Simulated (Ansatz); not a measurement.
# Geometry relaxation, with input and output: MgO (part 4 of 4)

MgO (slab, 42 atoms in the cell); DFT PBE, scalar-relativistic, plane waves, PAW, no spin polarisation (Ansatz 0.2.0); cutoff 420 eV, 2×6×1 k-mesh, Gaussian smearing of 0.05 eV. The structure derives from an entry of the Crystallography Open Database. The input holds or restrains some coordinates. Forces given for the steps count only the free coordinates. It belongs to a series of runs on one base structure; here: stripe over 1.5 of 3 cells, two steps.

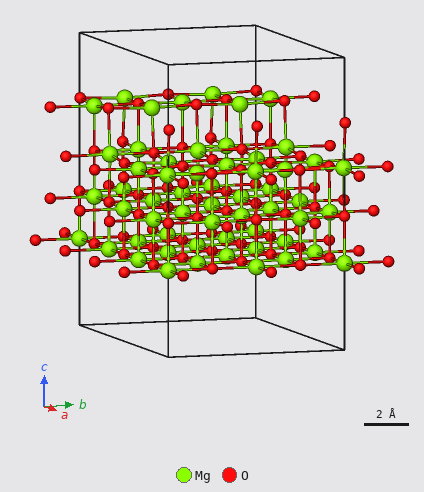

Fig. 1: The geometry at step 4 of the log (ball-and-stick view of the 1 × 2 repeat of the cell, with the vacuum cut short, seen slightly off an axis; bonded neighbours outside the cell are drawn too).

Trajectory as extended XYZ, continued
```
42
Lattice="12.7611 0.0000 0.0000 0.0000 4.2537 0.0000 0.0000 0.0000 18.3806" Properties=species:S:1:pos:R:3:forces:R:3 step=2 energy=-52368.76719
Mg    0.0000    0.0000    1.5000   -0.0199   0.0000   0.4833
O     2.1269    0.0000    1.5000    0.0000   0.0000  -0.3859
Mg   -0.0041    2.1269    3.6370    0.0531   0.0000  -0.0945
O     2.1269    2.1269    3.6438    0.0000   0.0000   0.0576
Mg    2.1269    0.0000    3.6334    0.0000   0.0000   0.1260
O    -0.0005    0.0000    3.6504    0.0166   0.0000  -0.1056
Mg    2.1269    2.1269    1.5000    0.0000   0.0000   0.4627
O     0.0000    2.1269    1.5000    0.0546   0.0000  -0.3875
Mg    4.2537    0.0000    1.5000    0.0199   0.0000   0.4833
O     6.3806    0.0000    1.5000   -0.0549   0.0000  -0.4772
Mg    4.2578    2.1269    3.6370   -0.0531   0.0000  -0.0945
O     6.3806    2.1269    3.5989   -0.0286   0.0000   0.1498
Mg    6.3844    0.0000    3.6203   -0.0546   0.0000   0.0196
O     4.2542    0.0000    3.6504   -0.0166   0.0000  -0.1056
Mg    6.3806    2.1269    1.5000    0.0214   0.0000   0.3591
O     4.2537    2.1269    1.5000   -0.0546   0.0000  -0.3875
Mg    8.5074    0.0000    1.5000    0.0000   0.0000   0.3872
O    10.6343    0.0000    1.5000    0.0549   0.0000  -0.4772
Mg    8.5074    2.1269    3.6248    0.0000   0.0000  -0.1716
O    10.6342    2.1269    3.5989    0.0286   0.0000   0.1498
Mg   10.6305    0.0000    3.6203    0.0546   0.0000   0.0196
O     8.5074    0.0000    3.6055    0.0000   0.0000  -0.0086
Mg   10.6343    2.1269    1.5000   -0.0214   0.0000   0.3591
O     8.5074    2.1269    1.5000    0.0000   0.0000  -0.4784
Mg   -0.0282    0.0000    5.8088   -0.4352   0.0000   0.3320
O     2.1269    0.0000    5.7579    0.0000   0.0000   0.0221
Mg    2.1269    2.1269    5.7820    0.0000   0.0000  -0.2207
O    -0.0311    2.1269    5.7856   -0.3107   0.0000   0.4428
Mg    4.2819    0.0000    5.8088    0.4352   0.0000   0.3320
O     6.4102    0.0000    5.7372    0.2115   0.0000  -0.1652
Mg    6.4157    2.1269    5.6863    0.3015   0.0000  -0.2647
O     4.2848    2.1269    5.7856    0.3107   0.0000   0.4428
Mg    8.5074    0.0000    5.7136    0.0000   0.0000  -0.0234
O    10.6046    0.0000    5.7372   -0.2115   0.0000  -0.1652
Mg   10.5991    2.1269    5.6863   -0.3015   0.0000  -0.2647
O     8.5074    2.1269    5.7608    0.0000   0.0000  -0.0030
Mg    0.0918    2.1269    7.8980    0.6677   0.0000  -0.1307
O     2.1269    2.1269    7.9173    0.0000   0.0000  -0.0546
Mg    2.1269    0.0000    7.8835    0.0000   0.0000  -0.0161
O     0.0391    0.0000    7.9490    0.4247   0.0000  -0.0078
Mg    4.1619    2.1269    7.8980   -0.6677   0.0000  -0.1307
O     4.2146    0.0000    7.9490   -0.4247   0.0000  -0.0078
42
Lattice="12.7611 0.0000 0.0000 0.0000 4.2537 0.0000 0.0000 0.0000 18.3806" Properties=species:S:1:pos:R:3:forces:R:3 step=3 energy=-52369.00045
Mg    0.0000    0.0000    1.5000    0.0490   0.0000   0.4951
O     2.1269    0.0000    1.5000    0.0000   0.0000  -0.2756
Mg   -0.0067    2.1269    3.6281   -0.0248   0.0000   0.1299
O     2.1269    2.1269    3.6918    0.0000   0.0000  -0.0572
Mg    2.1269    0.0000    3.6972    0.0000   0.0000  -0.0499
O    -0.0130    0.0000    3.6354    0.0896   0.0000   0.1880
Mg    2.1269    2.1269    1.5000    0.0000   0.0000   0.4897
O     0.0000    2.1269    1.5000    0.0894   0.0000  -0.3789
Mg    4.2537    0.0000    1.5000   -0.0490   0.0000   0.4951
O     6.3806    0.0000    1.5000   -0.0352   0.0000  -0.5452
Mg    4.2604    2.1269    3.6281    0.0248   0.0000   0.1299
O     6.3785    2.1269    3.5994   -0.0269   0.0000   0.0670
Mg    6.3709    0.0000    3.6106    0.0336   0.0000   0.0277
O     4.2667    0.0000    3.6354   -0.0896   0.0000   0.1880
Mg    6.3806    2.1269    1.5000   -0.0146   0.0000   0.3323
O     4.2537    2.1269    1.5000   -0.0894   0.0000  -0.3789
Mg    8.5074    0.0000    1.5000    0.0000   0.0000   0.3466
O    10.6343    0.0000    1.5000    0.0352   0.0000  -0.5452
Mg    8.5074    2.1269    3.5867    0.0000   0.0000   0.0183
O    10.6364    2.1269    3.5994    0.0269   0.0000   0.0670
Mg   10.6440    0.0000    3.6106   -0.0336   0.0000   0.0277
O     8.5074    0.0000    3.5867    0.0000   0.0000  -0.0227
Mg   10.6343    2.1269    1.5000    0.0146   0.0000   0.3323
O     8.5074    2.1269    1.5000    0.0000   0.0000  -0.5790
Mg   -0.1563    0.0000    5.9624    0.0931   0.0000  -0.2698
O     2.1269    0.0000    5.7857    0.0000   0.0000   0.0248
Mg    2.1269    2.1269    5.7778    0.0000   0.0000   0.0751
O    -0.1270    2.1269    5.8985   -0.0041   0.0000   0.0765
Mg    4.4100    0.0000    5.9624   -0.0931   0.0000  -0.2698
O     6.4636    0.0000    5.7222   -0.0309   0.0000   0.0675
Mg    6.4637    2.1269    5.6741    0.1298   0.0000  -0.1966
O     4.3807    2.1269    5.8985    0.0041   0.0000   0.0765
Mg    8.5074    0.0000    5.6901    0.0000   0.0000  -0.1199
O    10.5512    0.0000    5.7222    0.0309   0.0000   0.0675
Mg   10.5511    2.1269    5.6741   -0.1298   0.0000  -0.1966
O     8.5074    2.1269    5.7241    0.0000   0.0000   0.1302
Mg    0.1477    2.1269    7.9565    0.2848   0.0000  -0.0743
O     2.1269    2.1269    7.9142    0.0000   0.0000   0.0115
Mg    2.1269    0.0000    7.8786    0.0000   0.0000  -0.0203
O     0.1024    0.0000    8.0194   -0.0619   0.0000   0.0918
Mg    4.1060    2.1269    7.9565   -0.2848   0.0000  -0.0743
O     4.1513    0.0000    8.0194    0.0619   0.0000   0.0918
42
Lattice="12.7611 0.0000 0.0000 0.0000 4.2537 0.0000 0.0000 0.0000 18.3806" Properties=species:S:1:pos:R:3:forces:R:3 step=4 energy=-52369.01931
Mg    0.0000    0.0000    1.5000    0.0479   0.0000   0.5441
O     2.1269    0.0000    1.5000    0.0000   0.0000  -0.2879
Mg   -0.0075    2.1269    3.6533    0.0271   0.0000   0.0133
O     2.1269    2.1269    3.6719    0.0000   0.0000  -0.0151
Mg    2.1269    0.0000    3.6802    0.0000   0.0000   0.0475
O    -0.0046    0.0000    3.6728   -0.0093   0.0000  -0.1515
Mg    2.1269    2.1269    1.5000    0.0000   0.0000   0.5274
O     0.0000    2.1269    1.5000    0.0602   0.0000  -0.3279
Mg    4.2537    0.0000    1.5000   -0.0479   0.0000   0.5441
O     6.3806    0.0000    1.5000   -0.0744   0.0000  -0.5237
Mg    4.2612    2.1269    3.6533   -0.0271   0.0000   0.0133
O     6.3787    2.1269    3.5986   -0.0055   0.0000  -0.0741
Mg    6.3736    0.0000    3.6098    0.0169   0.0000   0.0683
O     4.2583    0.0000    3.6728    0.0093   0.0000  -0.1515
Mg    6.3806    2.1269    1.5000   -0.0424   0.0000   0.3438
O     4.2537    2.1269    1.5000   -0.0602   0.0000  -0.3279
Mg    8.5074    0.0000    1.5000    0.0000   0.0000   0.3328
O    10.6343    0.0000    1.5000    0.0744   0.0000  -0.5237
Mg    8.5074    2.1269    3.5822    0.0000   0.0000   0.0604
O    10.6361    2.1269    3.5986    0.0055   0.0000  -0.0741
Mg   10.6412    0.0000    3.6098   -0.0169   0.0000   0.0683
O     8.5074    0.0000    3.5808    0.0000   0.0000  -0.0549
Mg   10.6343    2.1269    1.5000    0.0424   0.0000   0.3438
O     8.5074    2.1269    1.5000    0.0000   0.0000  -0.6040
Mg   -0.1293    0.0000    5.8903   -0.0355   0.0000   0.1935
O     2.1269    0.0000    5.7713    0.0000   0.0000  -0.1091
Mg    2.1269    2.1269    5.7660    0.0000   0.0000   0.0001
O    -0.1137    2.1269    5.8703    0.0047   0.0000  -0.0929
Mg    4.3830    0.0000    5.8903    0.0355   0.0000   0.1935
O     6.4579    0.0000    5.7148    0.0428   0.0000  -0.1127
Mg    6.4732    2.1269    5.6491   -0.0291   0.0000   0.1675
O     4.3674    2.1269    5.8703   -0.0047   0.0000  -0.0929
Mg    8.5074    0.0000    5.6762    0.0000   0.0000   0.1041
O    10.5569    0.0000    5.7148   -0.0428   0.0000  -0.1127
Mg   10.5416    2.1269    5.6491    0.0291   0.0000   0.1675
O     8.5074    2.1269    5.7350    0.0000   0.0000  -0.1181
Mg    0.1861    2.1269    7.9135   -0.2658   0.0000   0.0830
O     2.1269    2.1269    7.8870    0.0000   0.0000  -0.0353
Mg    2.1269    0.0000    7.8593    0.0000   0.0000   0.0462
O     0.1025    0.0000    7.9931    0.0975   0.0000  -0.0761
Mg    4.0676    2.1269    7.9135    0.2658   0.0000   0.0830
O     4.1512    0.0000    7.9931   -0.0975   0.0000  -0.0761
42
Lattice="12.7611 0.0000 0.0000 0.0000 4.2537 0.0000 0.0000 0.0000 18.3806" Properties=species:S:1:pos:R:3:forces:R:3 step=5 energy=-52369.03353
Mg    0.0000    0.0000    1.5000    0.0460   0.0000   0.5308
O     2.1269    0.0000    1.5000    0.0000   0.0000  -0.2841
Mg   -0.0065    2.1269    3.6501    0.0026   0.0000  -0.0081
O     2.1269    2.1269    3.6762    0.0000   0.0000   0.0079
Mg    2.1269    0.0000    3.6836    0.0000   0.0000  -0.0114
O    -0.0050    0.0000    3.6602   -0.0089   0.0000  -0.0011
Mg    2.1269    2.1269    1.5000    0.0000   0.0000   0.5110
O     0.0000    2.1269    1.5000    0.0672   0.0000  -0.3338
Mg    4.2537    0.0000    1.5000   -0.0460   0.0000   0.5308
O     6.3806    0.0000    1.5000   -0.0586   0.0000  -0.5167
Mg    4.2602    2.1269    3.6501   -0.0026   0.0000  -0.0081
O     6.3779    2.1269    3.5997    0.0036   0.0000  -0.0020
Mg    6.3745    0.0000    3.6128   -0.0043   0.0000  -0.0062
O     4.2587    0.0000    3.6602    0.0089   0.0000  -0.0011
Mg    6.3806    2.1269    1.5000   -0.0410   0.0000   0.3412
O     4.2537    2.1269    1.5000   -0.0672   0.0000  -0.3338
Mg    8.5074    0.0000    1.5000    0.0000   0.0000   0.3256
O    10.6343    0.0000    1.5000    0.0586   0.0000  -0.5167
Mg    8.5074    2.1269    3.5859    0.0000   0.0000  -0.0103
O    10.6370    2.1269    3.5997   -0.0036   0.0000  -0.0020
Mg   10.6403    0.0000    3.6128    0.0043   0.0000  -0.0062
O     8.5074    0.0000    3.5809    0.0000   0.0000   0.0015
Mg   10.6343    2.1269    1.5000    0.0410   0.0000   0.3412
O     8.5074    2.1269    1.5000    0.0000   0.0000  -0.5814
Mg   -0.1366    0.0000    5.9112    0.0030   0.0000   0.0013
O     2.1269    0.0000    5.7699    0.0000   0.0000   0.0038
Mg    2.1269    2.1269    5.7689    0.0000   0.0000   0.0072
O    -0.1191    2.1269    5.8759   -0.0022   0.0000   0.0074
Mg    4.3903    0.0000    5.9112   -0.0030   0.0000   0.0013
O     6.4618    0.0000    5.7139    0.0019   0.0000   0.0026
Mg    6.4726    2.1269    5.6591   -0.0054   0.0000   0.0017
O     4.3728    2.1269    5.8759    0.0022   0.0000   0.0074
Mg    8.5074    0.0000    5.6811    0.0000   0.0000  -0.0014
O    10.5531    0.0000    5.7139   -0.0019   0.0000   0.0026
Mg   10.5422    2.1269    5.6591    0.0054   0.0000   0.0017
O     8.5074    2.1269    5.7293    0.0000   0.0000   0.0052
Mg    0.1680    2.1269    7.9274    0.0034   0.0000  -0.0073
O     2.1269    2.1269    7.8939    0.0000   0.0000  -0.0115
Mg    2.1269    0.0000    7.8625    0.0000   0.0000   0.0066
O     0.1050    0.0000    7.9965    0.0011   0.0000   0.0050
Mg    4.0857    2.1269    7.9274   -0.0034   0.0000  -0.0073
O     4.1487    0.0000    7.9965   -0.0011   0.0000   0.0050
42
Lattice="12.7611 0.0000 0.0000 0.0000 4.2537 0.0000 0.0000 0.0000 18.3806" Properties=species:S:1:pos:R:3:forces:R:3 step=6 energy=-52369.03353
Mg    0.0000    0.0000    1.5000    0.0460   0.0000   0.5309
O     2.1269    0.0000    1.5000    0.0000   0.0000  -0.2840
Mg   -0.0065    2.1269    3.6501    0.0026   0.0000  -0.0078
O     2.1269    2.1269    3.6762    0.0000   0.0000   0.0074
Mg    2.1269    0.0000    3.6836    0.0000   0.0000  -0.0112
O    -0.0050    0.0000    3.6602   -0.0089   0.0000  -0.0017
Mg    2.1269    2.1269    1.5000    0.0000   0.0000   0.5112
O     0.0000    2.1269    1.5000    0.0673   0.0000  -0.3338
Mg    4.2537    0.0000    1.5000   -0.0460   0.0000   0.5309
O     6.3806    0.0000    1.5000   -0.0586   0.0000  -0.5166
Mg    4.2602    2.1269    3.6501   -0.0026   0.0000  -0.0078
O     6.3779    2.1269    3.5997    0.0037   0.0000  -0.0024
Mg    6.3745    0.0000    3.6128   -0.0043   0.0000  -0.0060
O     4.2587    0.0000    3.6602    0.0089   0.0000  -0.0017
Mg    6.3806    2.1269    1.5000   -0.0409   0.0000   0.3413
O     4.2537    2.1269    1.5000   -0.0673   0.0000  -0.3338
Mg    8.5074    0.0000    1.5000    0.0000   0.0000   0.3257
O    10.6343    0.0000    1.5000    0.0586   0.0000  -0.5166
Mg    8.5074    2.1269    3.5859    0.0000   0.0000  -0.0101
O    10.6370    2.1269    3.5997   -0.0037   0.0000  -0.0024
Mg   10.6403    0.0000    3.6128    0.0043   0.0000  -0.0060
O     8.5074    0.0000    3.5809    0.0000   0.0000   0.0013
Mg   10.6343    2.1269    1.5000    0.0409   0.0000   0.3413
O     8.5074    2.1269    1.5000    0.0000   0.0000  -0.5814
Mg   -0.1366    0.0000    5.9112    0.0031   0.0000   0.0015
O     2.1269    0.0000    5.7699    0.0000   0.0000   0.0035
Mg    2.1269    2.1269    5.7689    0.0000   0.0000   0.0075
O    -0.1191    2.1269    5.8759   -0.0023   0.0000   0.0070
Mg    4.3903    0.0000    5.9112   -0.0031   0.0000   0.0015
O     6.4618    0.0000    5.7139    0.0020   0.0000   0.0024
Mg    6.4726    2.1269    5.6591   -0.0056   0.0000   0.0023
O     4.3728    2.1269    5.8759    0.0023   0.0000   0.0070
Mg    8.5074    0.0000    5.6811    0.0000   0.0000  -0.0012
O    10.5531    0.0000    5.7139   -0.0020   0.0000   0.0024
Mg   10.5422    2.1269    5.6591    0.0056   0.0000   0.0023
O     8.5074    2.1269    5.7293    0.0000   0.0000   0.0050
Mg    0.1680    2.1269    7.9274    0.0029   0.0000  -0.0069
O     2.1269    2.1269    7.8939    0.0000   0.0000  -0.0114
Mg    2.1269    0.0000    7.8625    0.0000   0.0000   0.0068
O     0.1050    0.0000    7.9965    0.0006   0.0000   0.0053
Mg    4.0857    2.1269    7.9274   -0.0029   0.0000  -0.0069
O     4.1487    0.0000    7.9965   -0.0006   0.0000   0.0053
```

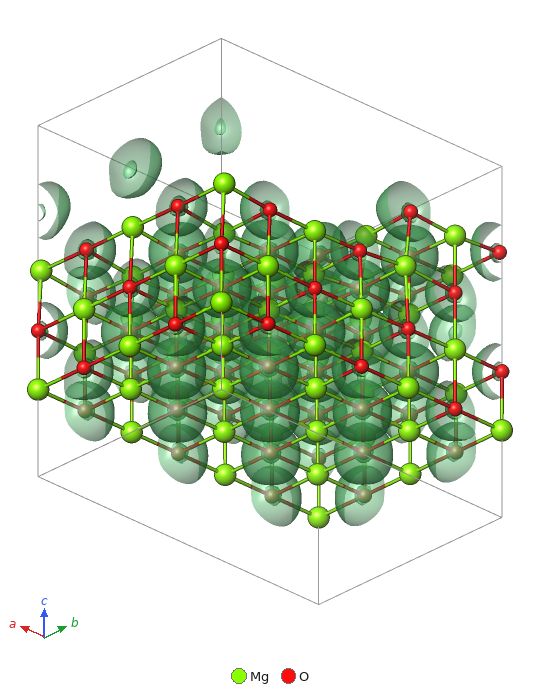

Fig. 2: Isosurface of the electron localisation function at 0.65 (green), seen at an oblique angle. Only the valence region is drawn (cores and ρ < 0.01 e/Å³ removed). Sticks mark near contacts. Profiles from the grid: Mg–O (1.96 Å): the ELF is about 0.30 at the midpoint. Mg–O (2.03 Å): the ELF is about 0.30 at the midpoint. In a PAW calculation such maps are meaningful between the atoms, not at the nuclei.

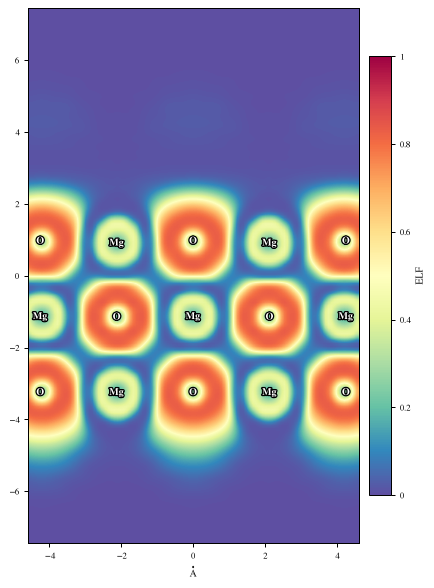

Fig. 3: Electron localisation function on the (100) plane of the calculation cell, a cut from vacuum to vacuum. The section cuts through O and Mg sites. Mg–O (2.10 Å): the ELF is about 0.30 at the midpoint (a largely ionic contact). Mg–O (2.11 Å): the ELF is about 0.35 at the midpoint.
